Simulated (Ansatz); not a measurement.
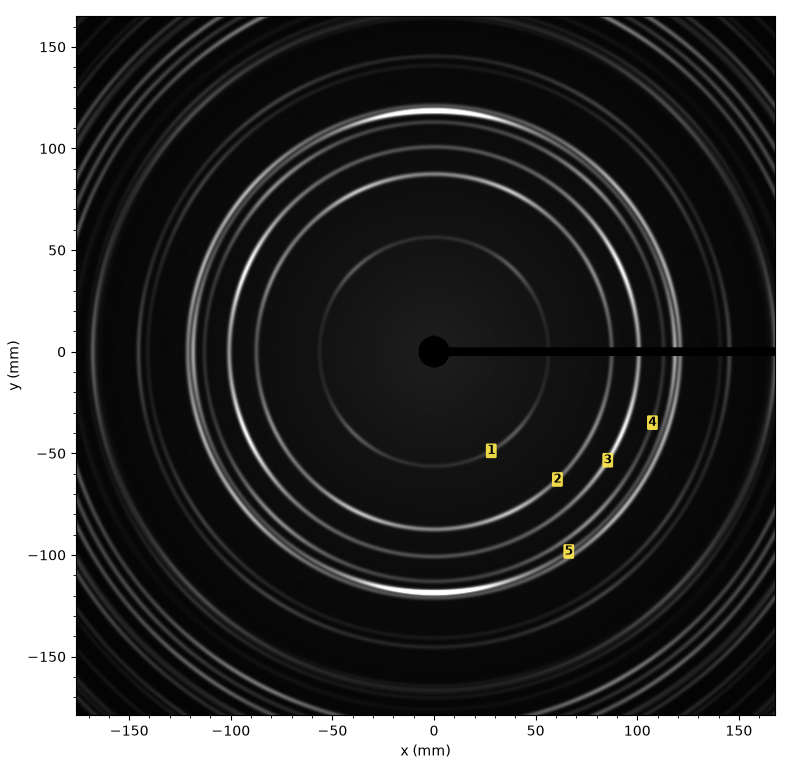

Simulated X-ray powder rings on a flat area detector normal to the beam: λ = 0.2066 Å, sample-to-detector distance 1090 mm, axes in mm from the beam centre, beam polarised horizontally, for a sample with fibre texture (March–Dollase model, fibre axis vertical in the picture). Kinematic intensities with B = 0.8 Å² for all atoms, without absorption; brightness goes as intensity to the power 0.6, clipped at the top. Reflections closer than the ring width show as one ring.

The sample is Ru, space group Cmcm, a = 2.729 Å, b = 8.004 Å, c = 2.706 Å, α = 90.00°, β = 90.00°, γ = 90.00°. Basis of the simulation: the input geometry of an electronic-structure calculation (not necessarily at equilibrium); the starting structure was generated, so it need not be a known form of this composition.

Q: Index rings 1 to 5.

A:
```csv
ring,radius,2θ (°),d (Å),hkl
1,56.3 mm,2.96,4.00,020
2,87.4 mm,4.58,2.58,110
3,100.8 mm,5.28,2.24,021
4,113.0 mm,5.92,2.00,040
5,118.6 mm,6.21,1.908,130
```

Q: Which lattice planes lie preferentially normal to the fibre axis?

A: The (1 3 0) planes: ring 5 is concentrated at the top and bottom of the pattern (March parameter 0.35).
